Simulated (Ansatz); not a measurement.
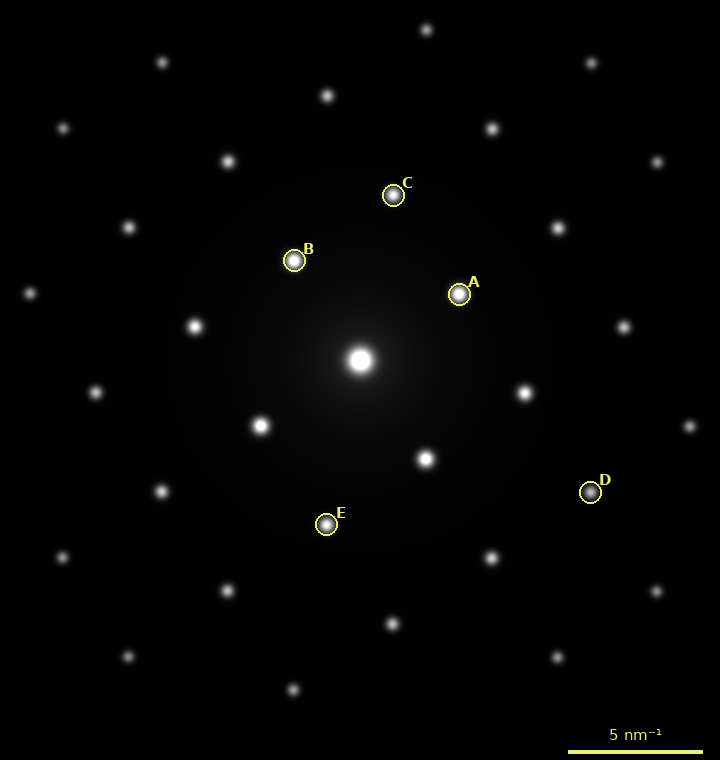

The pattern is a kinematic simulation for 200 kV electrons (no multiple scattering; isotropic B = 0.3 Å²). The zone axis points towards the electron source and the pattern is seen from the source side.

Crystal: W, space group Im-3m (No. 229), a = 3.169 Å. Structure: the geometry relaxed with Ansatz 0.2.0, DFT r2SCAN, scalar-relativistic, plane waves, PAW; the starting structure was generated, so it need not be a known form of this composition.

Spot A is indexed -1 -1 0 and spot B 1 -1 0.

> Give hkl for C, D, E.

C = A + B = 0 -2 0 (d = 1.584 Å). D = A − 2B = -3 1 0 (d = 1.002 Å). E = −A − B = 0 2 0 (d = 1.584 Å).

> Find the zone axis.

The cross product of A and B is parallel to [001]; every spot obeys hu + kv + lw = 0.

> What are the spacings of A and B and the angle between them?

d(A) = 2.241 Å, d(B) = 2.241 Å, and the angle is 90.0°.
